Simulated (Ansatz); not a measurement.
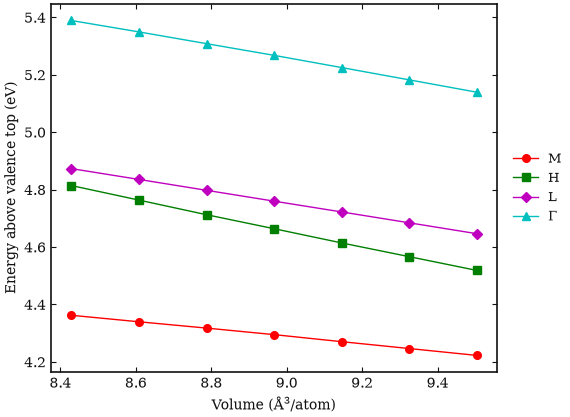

Lowest conduction level at each named k point, counted from the valence-band top at H.

System: layered hexagonal BN, space group P6_3/mmc, 4 atoms in the cell. The cell is scaled at fixed shape and fractional positions. At 8.97 Å³/atom, a = 2.498 Å, c = 6.636 Å (hexagonal axes). Level of theory: PBE, Ansatz PAW polarizable, no spin polarisation, no spin-orbit coupling, 12×12×4 k mesh, 420 eV cutoff, Fermi-Dirac smearing of 0.05 eV; code Ansatz 0.2.0.

Question: How does each level move from 8.43 Å³/atom to 9.50 Å³/atom?

Answer: M falls by 0.14 eV, H falls by 0.29 eV, L falls by 0.22 eV and Γ falls by 0.25 eV.

Question: Which of these conduction levels is lowest, and does that change?

Answer: The lowest is the one at M, over the whole range, so among these points the gap stays indirect.

Question: What are the deformation potentials dE/d ln V?

Answer: Straight lines against ln V have slopes of −1.2 eV at M, −2.5 eV at H, −1.9 eV at L and −2.1 eV at Γ.

The values:
| volume | M (eV) | H (eV) | L (eV) | Γ (eV) |
| --- | --- | --- | --- | --- |
| 8.43 Å³/atom | 4.36 | 4.81 | 4.87 | 5.39 |
| 8.61 Å³/atom | 4.34 | 4.76 | 4.84 | 5.35 |
| 8.79 Å³/atom | 4.32 | 4.71 | 4.80 | 5.31 |
| 8.97 Å³/atom | 4.29 | 4.66 | 4.76 | 5.27 |
| 9.15 Å³/atom | 4.27 | 4.61 | 4.72 | 5.23 |
| 9.33 Å³/atom | 4.25 | 4.57 | 4.68 | 5.18 |
| 9.50 Å³/atom | 4.22 | 4.52 | 4.65 | 5.14 |

This functional lacks dispersion, which binds the layers, so the pressure across them comes out too large. LDA, GGA and most meta-GGA functionals understate gaps.
